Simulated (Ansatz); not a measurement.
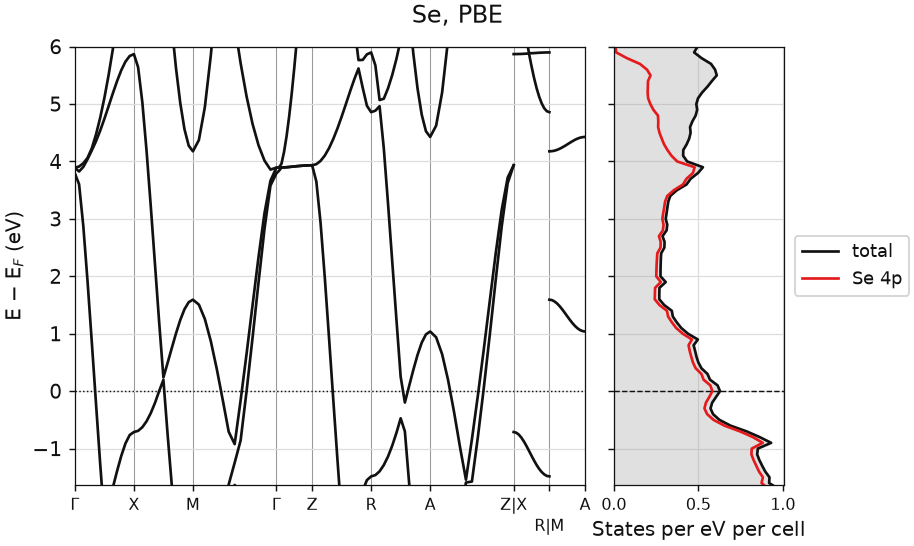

Band structure and density of states. Energies are counted from the Fermi level. The partial curves are projected on Löwdin-orthogonalised atomic shells.

Q: What lattice type does the k path imply?

A: A primitive tetragonal lattice: the path Γ–X–M–Γ–Z–R–A–Z|X–R|M–A runs through the special points of its Brillouin zone.

Structure: Se, space group P4/mmm, 1 atom in the cell.

Ansatz 0.2.0; DFT PBE, scalar-relativistic, plane waves, PAW, no spin polarisation, 20×20×14 k mesh, 420 eV cutoff, Gaussian smearing of 0.1 eV.

Q: Is there a gap at the Fermi level?

A: A metal: 2 bands cross the Fermi level along this path.

Q: What is the density of states at the Fermi level?

A: The density of states at the Fermi level is about 0.6 per eV and cell (mean within 0.25 eV).

Q: Where is the tallest peak in the window, and which states make it?

A: The tallest peak in the window is at −0.9 eV; by projected weight it is Se 4p almost alone.

Q: What carries the states at the Fermi level?

A: By projected weight, the states within 0.3 eV of the Fermi level are Se 4p almost alone.

The structure is an invented one, so it need not be a known or stable phase.
